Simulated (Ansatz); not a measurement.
# Dielectric response of CaO (110) films

Aim: the electronic and static ε of rocksalt CaO (110) from films of several thicknesses in a field.

Program: Ansatz 0.2.0. Level of theory: plane-wave DFT, PBE, Ansatz PAW, in the first sound run; inputs show where later runs differ. Results are calculated unless marked as measured.

## 1. The starting structure

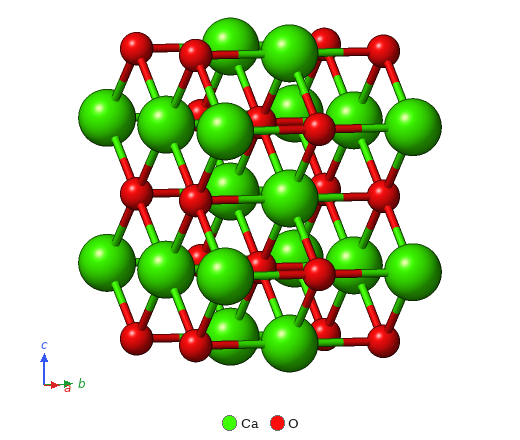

Start, viewed from the side, with the c axis up; calcium green, oxygen red. 2×1×1 cells are drawn. Some periodic images of atoms are drawn too.

The cell holds 10 atoms: 5 Ca and 5 O. Its edges and angles: a = 3.401 Å, b = 4.810 Å, c = 24.802 Å, α = 90.0°, β = 90.0°, γ = 90.0°. It derives from CaO (rocksalt CaO). Vacuum lies along c.

## 2. Relaxing the film, 10 atoms, units 5

The structure is relaxed first, because levels and dipoles at a surface follow the positions of the outer atoms.

Input file input.yaml:

```yaml
crystal:
  lattice:
    - [3.40118362, 0.0, 0.0]
    - [0.0, 4.81, 0.0]
    - [0.0, 0.0, 24.802367235]
  atoms:
    - { symbol: Ca, position: [0.5, 0.5, 0.3628685889] }
    - { symbol: O, position: [0.5, 0.0, 0.3628685889] }
    - { symbol: Ca, position: [0.0, 0.0, 0.4314342945] }
    - { symbol: O, position: [0.0, 0.5, 0.4314342945] }
    - { symbol: Ca, position: [0.5, 0.5, 0.5] }
    - { symbol: O, position: [0.5, 0.0, 0.5] }
    - { symbol: Ca, position: [0.0, 0.0, 0.5685657055] }
    - { symbol: O, position: [0.0, 0.5, 0.5685657055] }
    - { symbol: Ca, position: [0.5, 0.5, 0.6371314111] }
    - { symbol: O, position: [0.5, 0.0, 0.6371314111] }
kpoints:
  mp_grid: { grid: [8, 6, 1] }
hamiltonian:
  xc: pbe
scf:
  occupations: { method: fixed }
  convergence: { dr2_threshold: 1.0e-09 }
efield:
  axis: 3
  dipole_correction: true
  ramp_position: 0.97
  ramp_width: 0.06
relax:
  f_tol: 0.003
  max_steps: 100
output:
  write_potential: true
  write_density: true
  volumetric_format: npy
```

Command:

```
$ ansatz run input.yaml --threads 8 --pin off --max-ram 12288MiB --backend cpu --events-out ev --progress --plain --runs-dir out
```

Numbers of over 12 decimals in the logs are rounded to 6 here.

What it wrote:

```text
Engine: ansatz 0.2.0, aarch64-unknown-linux-gnu
Pseudopotentials: kind: paw
Pseudopotential: Ca, paw, valence charge 10, recommended cutoff 420 eV (normal), Ca.paw.azcp
Pseudopotential: O, paw, valence charge 6, recommended cutoff 420 eV (normal), O.paw.azcp
Functional definition: PBE
  parameter kappa = 0.804
  parameter beta = 0.066725
  exchange = pbe_x(kappa = kappa, mu = beta*pi^2/3)
  correlation = pbe_c(beta = beta)
Crystal: 10 atoms, lattice volume = 405.759 Å³
Basis set: ecut = 420 eV, 7901 PW (Γ), exchange–correlation on 48×72×360 points (8 copies of the dense FFT grid, shifted against one another)
Bands: 50, of which v1, the nominal top of the filled ones, is band 40 counted from 1 (39 counted from 0)
Symmetry: 4 space group operations
k-points: 20 of 48
Non-local potential: Ca, projectors of the file, l = 0: 3, l = 1: 2, l = 2: 2
Non-local potential: O, projectors of the file, l = 0: 2, l = 1: 2, l = 2: 1
PAW form: soft (Blöchl's): semilocal exchange-correlation on the pseudo side does not see the compensation charge
PAW one-centre angular grid: Ca, 110 points (default); XC on 64 Gauss nodes
PAW one-centre angular grid: O, 110 points (default); XC on 64 Gauss nodes
Initial density: superposition of atomic densities (neutral atoms: chi_scale 0, normalization atom), corrected by the library's trained network
Initial wavefunctions: pseudopotential atomic-orbital guess
Functional: x = pbe(κ = 0.804, μ = 0.219515), c = pbe(β = 0.066725)
SCF iter   1: F=—  HF=-11935.254538 eV  |F-HF|=—  |Δ(HF+E_count)|=         —  Δρ=1.32e-3  dr2=1.02e-2  ethr=1.77e-3  p=0.000 e·Å  D=7.37e-14 V/Å  ΔV_dip=-0.00 eV  dr2_dipole=1.70e-9  V_vac-E_F(+/−)=3.68/3.68 eV  ⟨swp⟩=6.7  Hψ=4184  notcnv=0  defer=154
efield: sawtooth ramp at fractional position 0.9700 (set: `efield.ramp_position`, or a place that a band, a saddle search or an elastic batch's reference lends), width 0.0600; the density the first Hamiltonian is built on has a dipole p = 0.000 e·Å; the dipole correction subtracts the counter field D = 7.37e-14 V/Å, which shifts the + side's vacuum level by -0.00 eV against the − side's; the planar-averaged density in the ramp window peaks in size at 7.3e-6 e/Å³
preconditioner: auto → Resta (q_TF=auto, 2.081 Å⁻¹)  ε∞=1.9  [insulator: Δε(μ)=1.784 eV  Ē_g=16.050 eV  n_scr=56 (ndim 8)  ℏωp=15.4 eV  f_vac=0.605  ε∞_Penn≈1.9  vacuum switching on, ρ_ref=1.9e-2 e/Å³]
SCF iter   2: F=—  HF=-11935.261036 eV  |F-HF|=—  |Δ(HF+E_count)|=   6.50e-3  Δρ=1.39e-3  dr2=7.01e-3  ethr=1.27e-5  p=-0.000 e·Å  D=-1.07e-5 V/Å  ΔV_dip=0.00 eV  dr2_dipole=1.61e-9  V_vac-E_F(+/−)=3.48/3.48 eV  ⟨swp⟩=4.3  Hψ=2194  notcnv=0  defer=159
density mixer auto → msr1: gapped (density of states about μ 0.06 of a free-electron gas's, 56 screened modes)
SCF iter   3: F=—  HF=-11935.260388 eV  |F-HF|=—  |Δ(HF+E_count)|=   6.48e-4  Δρ=2.77e-4  dr2=4.45e-4  ethr=8.76e-6  p=-0.000 e·Å  D=-4.99e-6 V/Å  ΔV_dip=0.00 eV  dr2_dipole=2.39e-10  V_vac-E_F(+/−)=3.51/3.51 eV  ⟨swp⟩=2.4  Hψ=1342  notcnv=0  defer=160
SCF iter   4: F=—  HF=-11935.261677 eV  |F-HF|=—  |Δ(HF+E_count)|=   1.29e-3  Δρ=2.14e-4  dr2=1.78e-4  ethr=5.56e-7  p=0.000 e·Å  D=5.77e-6 V/Å  ΔV_dip=-0.00 eV  dr2_dipole=4.49e-10  V_vac-E_F(+/−)=3.44/3.44 eV  ⟨swp⟩=2.9  Hψ=1561  notcnv=0  defer=160
SCF iter   5: F=—  HF=-11935.261677 eV  |F-HF|=—  |Δ(HF+E_count)|=   2.29e-7  Δρ=5.68e-5  dr2=1.30e-5  ethr=2.23e-7  p=0.000 e·Å  D=2.38e-6 V/Å  ΔV_dip=-0.00 eV  dr2_dipole=6.61e-11  V_vac-E_F(+/−)=3.43/3.43 eV  ⟨swp⟩=2.0  Hψ=1340  notcnv=0  defer=160
SCF iter   6: F=—  HF=-11935.261684 eV  |F-HF|=—  |Δ(HF+E_count)|=   6.86e-6  Δρ=1.94e-5  dr2=1.33e-6  ethr=1.63e-8  p=-0.000 e·Å  D=-5.01e-7 V/Å  ΔV_dip=0.00 eV  dr2_dipole=7.16e-12  V_vac-E_F(+/−)=3.43/3.43 eV  ⟨swp⟩=2.0  Hψ=1282  notcnv=0  defer=155
SCF iter   7: F=—  HF=-11935.261760 eV  |F-HF|=—  |Δ(HF+E_count)|=   7.62e-5  Δρ=1.33e-5  dr2=6.75e-7  ethr=1.67e-9  p=0.000 e·Å  D=4.63e-7 V/Å  ΔV_dip=-0.00 eV  dr2_dipole=4.66e-12  V_vac-E_F(+/−)=3.43/3.43 eV  ⟨swp⟩=2.0  Hψ=1348  notcnv=0  defer=154
SCF iter   8: F=—  HF=-11935.261760 eV  |F-HF|=—  |Δ(HF+E_count)|=   1.03e-7  Δρ=3.00e-6  dr2=3.67e-8  ethr=8.44e-10  p=0.000 e·Å  D=1.26e-7 V/Å  ΔV_dip=-0.00 eV  dr2_dipole=3.49e-13  V_vac-E_F(+/−)=3.43/3.43 eV  ⟨swp⟩=2.0  Hψ=1248  notcnv=0  defer=154
SCF iter   9: F=—  HF=-11935.261761 eV  |F-HF|=—  |Δ(HF+E_count)|=   1.27e-7  Δρ=8.91e-7  dr2=2.61e-9  ethr=4.59e-11  p=-0.000 e·Å  D=-1.24e-7 V/Å  ΔV_dip=0.00 eV  dr2_dipole=1.35e-13  V_vac-E_F(+/−)=3.43/3.43 eV  ⟨swp⟩=2.0  Hψ=1457  notcnv=0  defer=155
SCF iter  10: F=-11935.261761 eV  HF=-11935.261761 eV  |F-HF|=2.71e-10  |Δ(HF+E_count)|=   5.69e-9  Δρ=2.02e-7  dr2=9.50e-11  ethr=1.25e-12  p=-0.000 e·Å  D=-8.59e-9 V/Å  ΔV_dip=0.00 eV  dr2_dipole=2.21e-14  V_vac-E_F(+/−)=3.43/3.43 eV  ⟨swp⟩=8.3  Hψ=5828  notcnv=0
SCF 1 converged in 10 iterations: F = -11935.261761 eV  dr2 = 9.50e-11
  greatest PAW one-centre occupation: 0.995 electrons in one spin orbital (limit 2), on the Ca atom at site 6 (counted from 0), in its partial waves of l = 0
relax step   1: F+E_penalty+E_count = -11935.26176053 eV  Δ(F+E_penalty+E_count) = +0.000e0 eV  max|allowed force component| = 9.321e-1 eV/Å  Δτ_max = 0.0000 Å  (10 SCF iters, accepted)
Initial density: handed on by an earlier stage of this run
Initial wavefunctions: those handed on with the density
iter 1 solved again at ethr=4.58e-4 eV; its pass at ethr=3.10e-3 eV (dr2=3.67e-1 eV) is discarded
SCF iter   1: F=—  HF=-11935.598444 eV  |F-HF|=—  |Δ(HF+E_count)|=         —  Δρ=7.06e-3  dr2=3.64e-1  ethr=4.58e-4  p=-0.000 e·Å  D=-8.59e-9 V/Å  ΔV_dip=0.00 eV  dr2_dipole=1.51e-12  V_vac-E_F(+/−)=3.81/3.81 eV  ⟨swp⟩=1.2  Hψ=4128  notcnv=0  defer=130
efield: sawtooth ramp at fractional position 0.9700 (set: `efield.ramp_position`, or a place that a band, a saddle search or an elastic batch's reference lends), width 0.0600; the density the first Hamiltonian is built on has a dipole p = -0.000 e·Å; the dipole correction subtracts the counter field D = -8.59e-9 V/Å, which shifts the + side's vacuum level by +0.00 eV against the − side's; the planar-averaged density in the ramp window peaks in size at 1.7e-6 e/Å³
preconditioner: auto → Resta (q_TF=auto, 2.081 Å⁻¹)  ε∞=1.9  [insulator: Δε(μ)=2.666 eV  Ē_g=16.169 eV  n_scr=56 (ndim 8)  ℏωp=15.4 eV  f_vac=0.616  ε∞_Penn≈1.9  vacuum switching on, ρ_ref=1.9e-2 e/Å³]
[...]
SCF iter   9: F=—  HF=-11935.514119 eV  |F-HF|=—  |Δ(HF+E_count)|=   4.27e-8  Δρ=1.85e-6  dr2=1.16e-8  ethr=5.67e-11  p=-0.000 e·Å  D=-4.78e-8 V/Å  ΔV_dip=0.00 eV  dr2_dipole=1.25e-15  V_vac-E_F(+/−)=3.36/3.36 eV  ⟨swp⟩=2.0  Hψ=1291  notcnv=0  defer=102  κ⁻¹=4.1e-7(r=8)
SCF iter  10: F=-11935.514119 eV  HF=-11935.514119 eV  |F-HF|=6.62e-10  |Δ(HF+E_count)|=   7.85e-9  Δρ=5.68e-7  dr2=7.93e-10  ethr=1.25e-12  p=-0.000 e·Å  D=-4.01e-8 V/Å  ΔV_dip=0.00 eV  dr2_dipole=2.68e-15  V_vac-E_F(+/−)=3.36/3.36 eV  ⟨swp⟩=6.2  Hψ=6224  notcnv=0
SCF 3 converged in 10 iterations: F = -11935.514119 eV  dr2 = 7.93e-10
relax step   3: F+E_penalty+E_count = -11935.51411874 eV  Δ(F+E_penalty+E_count) = -8.546e-3 eV  max|allowed force component| = 2.268e-1 eV/Å  Δτ_max = 0.0813 Å  (10 SCF iters, accepted)
[...]
relax step   4: F+E_penalty+E_count = -11935.52870084 eV  Δ(F+E_penalty+E_count) = -1.458e-2 eV  max|allowed force component| = 2.420e-2 eV/Å  Δτ_max = 0.0273 Å  (10 SCF iters, accepted)
[...]
relax step   5: F+E_penalty+E_count = -11935.52878137 eV  Δ(F+E_penalty+E_count) = -8.053e-5 eV  max|allowed force component| = 1.088e-2 eV/Å  Δτ_max = 0.0046 Å  (8 SCF iters, accepted)
SCF iter   1: F=—  HF=-11935.528715 eV  |F-HF|=—  |Δ(HF+E_count)|=         —  Δρ=3.15e-5  dr2=4.08e-6  ethr=6.89e-8  p=-0.000 e·Å  D=-1.86e-8 V/Å  ΔV_dip=0.00 eV  dr2_dipole=2.43e-16  V_vac-E_F(+/−)=3.52/3.52 eV  ⟨swp⟩=3.0  Hψ=1999  notcnv=0  defer=144
efield: sawtooth ramp at fractional position 0.9700 (set: `efield.ramp_position`, or a place that a band, a saddle search or an elastic batch's reference lends), width 0.0600; the density the first Hamiltonian is built on has a dipole p = -0.000 e·Å; the dipole correction subtracts the counter field D = -1.86e-8 V/Å, which shifts the + side's vacuum level by +0.00 eV against the − side's; the planar-averaged density in the ramp window peaks in size at 4.0e-6 e/Å³
preconditioner: auto → Resta (q_TF=auto, 2.081 Å⁻¹)  ε∞=2.0  [insulator: Δε(μ)=2.009 eV  Ē_g=15.820 eV  n_scr=56 (ndim 8)  ℏωp=15.4 eV  f_vac=0.613  ε∞_Penn≈2.0  vacuum switching on, ρ_ref=1.8e-2 e/Å³]
SCF iter   2: F=—  HF=-11935.528791 eV  |F-HF|=—  |Δ(HF+E_count)|=   7.64e-5  Δρ=1.70e-5  dr2=1.10e-6  ethr=5.10e-9  p=-0.000 e·Å  D=-1.37e-8 V/Å  ΔV_dip=0.00 eV  dr2_dipole=7.75e-16  V_vac-E_F(+/−)=3.52/3.52 eV  ⟨swp⟩=2.0  Hψ=1500  notcnv=0  defer=72  κ⁻¹=1.0e0(r=1)
density mixer auto → broyden: gapped, where msr1 would fit the directions that read negative (density of states about μ 0.04 of a free-electron gas's, 56 screened modes)
SCF iter   3: F=—  HF=-11935.528791 eV  |F-HF|=—  |Δ(HF+E_count)|=   1.30e-7  Δρ=1.10e-5  dr2=4.13e-7  ethr=1.38e-9  p=-0.000 e·Å  D=-8.74e-9 V/Å  ΔV_dip=0.00 eV  dr2_dipole=1.54e-16  V_vac-E_F(+/−)=3.52/3.52 eV  ⟨swp⟩=2.0  Hψ=1278  notcnv=0  defer=72  κ⁻¹=1.3e-1(r=2)
SCF iter   4: F=—  HF=-11935.528791 eV  |F-HF|=—  |Δ(HF+E_count)|=   3.36e-8  Δρ=2.48e-6  dr2=1.69e-8  ethr=5.16e-10  p=-0.000 e·Å  D=-3.35e-9 V/Å  ΔV_dip=0.00 eV  dr2_dipole=2.41e-15  V_vac-E_F(+/−)=3.52/3.52 eV  ⟨swp⟩=2.0  Hψ=1276  notcnv=0  defer=72  κ⁻¹=6.3e-3(r=3)
SCF iter   5: F=—  HF=-11935.528791 eV  |F-HF|=—  |Δ(HF+E_count)|=   7.34e-9  Δρ=7.84e-7  dr2=1.87e-9  ethr=2.11e-11  p=0.000 e·Å  D=1.47e-8 V/Å  ΔV_dip=-0.00 eV  dr2_dipole=5.65e-15  V_vac-E_F(+/−)=3.52/3.52 eV  ⟨swp⟩=2.0  Hψ=1350  notcnv=0  defer=72  κ⁻¹=1.1e-3(r=4)
SCF iter   6: F=-11935.528791 eV  HF=-11935.528791 eV  |F-HF|=7.09e-11  |Δ(HF+E_count)|=  9.99e-10  Δρ=3.36e-7  dr2=3.87e-10  ethr=1.25e-12  p=-0.000 e·Å  D=-2.67e-9 V/Å  ΔV_dip=0.00 eV  dr2_dipole=2.01e-17  V_vac-E_F(+/−)=3.52/3.52 eV  ⟨swp⟩=7.4  Hψ=5492  notcnv=0
SCF 6 converged in 6 iterations: F = -11935.528791 eV  dr2 = 3.87e-10
relax step   6: F+E_penalty+E_count = -11935.52879132 eV  Δ(F+E_penalty+E_count) = -9.953e-6 eV  max|allowed force component| = 7.788e-4 eV/Å  Δτ_max = 0.0009 Å  (6 SCF iters, accepted)
NSCF: frozen V_eff on 20 k-points
the search or the solves at the SCF's close seem to have found levels that the self-consistency loop had missed (the run counts 1). By its estimate they hold under 1e-12 electrons; where the run keeps them, the occupations were computed again with them
WARN: The output density's exchange-correlation potential varies sharply where the density is thin. Do not read a vacuum level from v_tot or v_xc, or from such a field of the output density. On a cell that repeats whose density bears no net charge and no dipole along the vacuum's axis use v_es (v_loc + v_h of the components); under efield.dipole_correction with no amplitude use v_es + v_field, which holds any externa [...]
SCF converged after 6 iterations
Stability not checked: this state was not tested for a lower state beside it, because the mixer in use, unlike msr1, does not test its closes by its own steps (another_mixer; see scf.mixing.algorithm and scf.lower_state_search)
Free energy (F): -11935.528791 eV
Harris-Foulkes:  -11935.528791 eV  (|F-HF|=7.09e-11)
Internal energy: -11935.528791 eV  (E = F + TS)
E sigma→0 (E₀):  -11935.528791 eV
Fermi energy:    0.573079 eV
Dipole field:    D = 0.000000 V/Å  (p = 0.000000 e·Å, saw-weighted, corrected)
Work function:   Φ+ = 3.5202 eV   Φ− = 3.5202 eV
Levels:          The Fermi level and band energies are counted from a zero that moves with the ramp; work functions are not
--- Per-component energies (eV) ---
  E_band       = -1135.009202
  E_kinetic    = 2275.608829
  E_local      = -69311.193756  (includes V_loc(G=0)·N_el)
  E_nonlocal   = 557.637357
  E_hartree    = 33590.506165
  E_xc         = -1064.096659
  E_vxc        = -1338.479102  (∫ρ·V_xc dr)
  E_paw        = -5080.913771  (= ΣΔE_a)
  E_vpaw       = -499.607569  (= ΣTr[D̂ρ^β])
  E_aug_tail   = 0.012054  (compensation charges beyond the density's cutoff)
  E_efield     = 0.000000  (sawtooth field / dipole correction)
  E_vefield    = 0.000000  (∫n·V_field dr)
  E_ewald      = 27096.910989
  E_smearing   = -0.000000  (= −TS)
  E_closure    = -0.000000  (closes the sum)
  Σ components = -11935.528791   (vs F -11935.528791, Δ=0.00e0)
--- Forces (eV/Å), atoms counted from 1 ---
  atom   1  Ca     0.00000000     0.00000000     0.00077878
  atom   2  O      0.00000000     0.00000000     0.00007266
  atom   3  Ca     0.00000000     0.00000000    -0.00019411
  atom   4  O      0.00000000     0.00000000    -0.00065369
  atom   5  Ca     0.00000000     0.00000000    -0.00000007
  atom   6  O      0.00000000     0.00000000     0.00000008
  atom   7  Ca     0.00000000     0.00000000     0.00019404
  atom   8  O      0.00000000     0.00000000     0.00065360
  atom   9  Ca     0.00000000     0.00000000    -0.00077861
  atom  10  O      0.00000000     0.00000000    -0.00007281
  max |Σ_I F_I| component: 1.12e-7 eV/Å
--- Band table (eV; the first three rows and the last of 20) ---
  k-point 0: bands = [... 36 lower, 0.0441, 0.1602, 0.3617, 0.5731, 2.5806, 2.7545, 3.6303, 4.1226, ... 6 higher]
  k-point 1: bands = [... 36 lower, -0.3155, 0.1503, 0.3269, 0.5341, 2.7404, 2.8778, 3.7096, 4.2974, ... 6 higher]
  k-point 2: bands = [... 36 lower, -0.4099, 0.1088, 0.2600, 0.4603, 3.0772, 3.1784, 3.8851, 4.7753, ... 6 higher]
  k-point 19: bands = [... 36 lower, -0.5036, -0.4287, -0.0308, -0.0303, 4.4459, 4.4523, 5.7745, 5.8042, ... 6 higher]
--- Relaxed structure (6 steps of the walk, 6 accepted, 0 SCFs on fresh bases) ---
  F+E_penalty+E_count = -11935.52879132 eV   max|allowed force component| = 7.788e-4 eV/Å
  atoms:
    - { symbol: Ca, position: [0.5, 0.5, 0.366471] }
    - { symbol: O, position: [0.5, 0.0, 0.367330] }
    - { symbol: Ca, position: [0.0, 0.0, 0.428539] }
    - { symbol: O, position: [0.0, 0.5, 0.428248] }
    - { symbol: Ca, position: [0.5, 0.5, 0.500000] }
    - { symbol: O, position: [0.5, 0.0, 0.500000] }
    - { symbol: Ca, position: [0.0, 0.0, 0.571461] }
    - { symbol: O, position: [0.0, 0.5, 0.571752] }
    - { symbol: Ca, position: [0.5, 0.5, 0.633529] }
    - { symbol: O, position: [0.5, 0.0, 0.632670] }
```

Elapsed: 22 s, on 8 threads of Arm Neoverse V2, shared host; peak memory 1.2 GiB.

The steps of the relaxation:

```tsv
step	energy less that of the first step (eV)	largest force component (eV/Å)
1	0.0000	0.9321
2	-0.2438	0.2871
3	-0.2524	0.2268
4	-0.2669	0.0242
5	-0.2670	0.0109
6	-0.2670	0.0008
```

The run keeps the 4 symmetry operations that it works with, so distortions that break them were not tested.

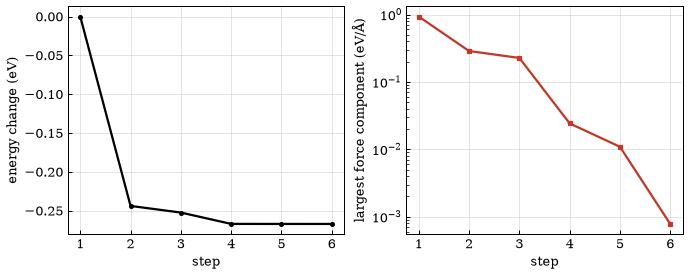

Energy and largest force along the relaxation.

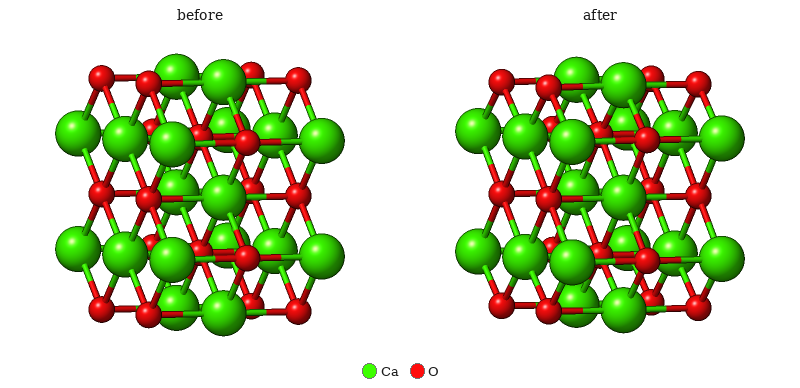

Before and after, at one scale.

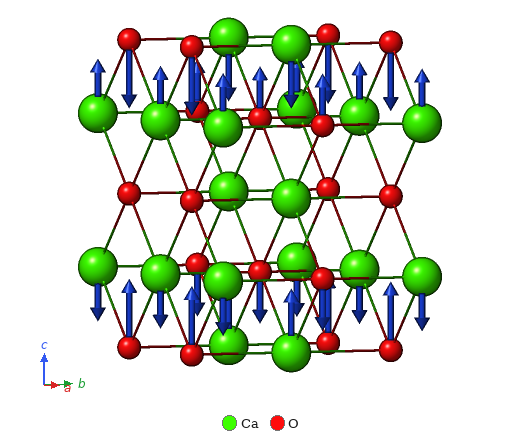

Displacements in the relaxation, exaggerated; the longest in the cell stands for 0.11 Å. 2×1×1 cells are drawn. Some periodic images of atoms are drawn too.

The atoms that moved most (Å):

```tsv
atom	dx	dy	dz	length
O2	0.000	0.000	0.111	0.111
O10	0.000	0.000	-0.111	0.111
Ca9	0.000	0.000	-0.089	0.089
Ca1	0.000	0.000	0.089	0.089
O8	0.000	0.000	0.079	0.079
O4	0.000	0.000	-0.079	0.079
Ca7	0.000	0.000	0.072	0.072
Ca3	0.000	0.000	-0.072	0.072
```

This step gave:

* gap on the k-mesh: 2.008 eV
* dipole along the normal: 3.51e-9 e·Å
* ionisation energy, upper face: 3.520 eV
* electron affinity, upper face: 1.513 eV

Running mean over 1.701 Å of the planar mean; the ramp of the sawtooth is left out. Electron's electrostatic potential energy less the highest filled level against z:

```tsv
z (Å)	electron's electrostatic potential energy less the highest filled level (eV)
4	3.52
5	3.52
6	3.50
7	3.34
8	1.00
9	-4.24
10	-5.59
11	-4.39
12	-4.37
13	-4.24
14	-4.57
15	-5.62
16	-3.70
17	2.00
18	3.41
19	3.51
20	3.52
21	3.52
```

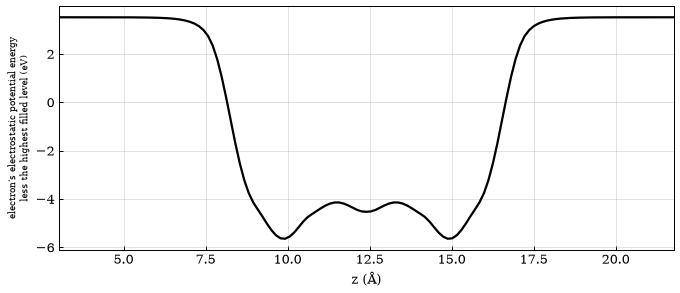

Electron's electrostatic potential energy less the highest filled level against z.

The relaxation took 6 steps and lowered the energy by 0.27 eV; the largest force on the free atoms ends at 7.8e-4 eV/Å.

The gap is 2.01 eV, with the valence edge 3.52 eV and the conduction edge 1.51 eV under the upper vacuum level.

(Continued in part 2 of 5.)

[Logs are printed without paths, hosts, clocks, repeated set-up lines and the standing remarks that a program may print on its own settings, such as how far it seeks lower states.]

[Hosts, paths, dates, database ids (printed as entryN), source tags and the programs' standing remarks are cut or masked in the printed files.]

[Maps of the electrostatic potential energy from Ansatz leave out the sawtooth potential of an applied field or a dipole correction, so their vacuum need not be flat; planar profiles and work functions include it.]
